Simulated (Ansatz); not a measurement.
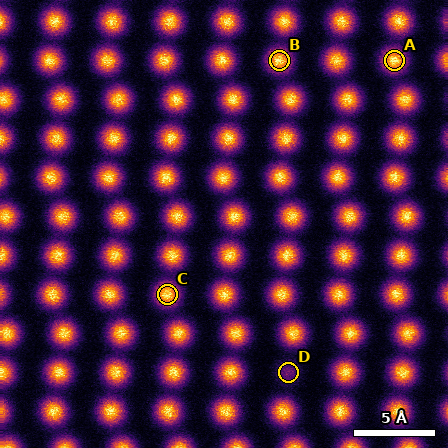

Dark-field STEM-like image of Br (P3_121, No. 152) along [100]. Simulation: incoherent imaging, intensity Z^1.7 per atom, probe width 1.24 Å, thin sample. The probe carries 15 % of its weight in a tail 2.5 times as wide. Shot noise and a slight drift were added.

The sample is 1 repeat (4.2 Å) thick. One point defect was put into the perfect crystal, without relaxing the atoms around it. Brightness is counted from the darkest point of the image. Host structure: coordinates from a relaxation with DFT r2SCAN, scalar-relativistic, plane waves, PAW in Ansatz; the starting structure was generated, so it need not be a known form of this composition.

Question: Which ringed column holds the defect, and does it scatter more or less than its equals?

Answer: D; it scatters less. The column holds 1 atom (Br) through the sample, and one Br atom is replaced by Cl, so its peak drops to about 30 % of that of its equals.
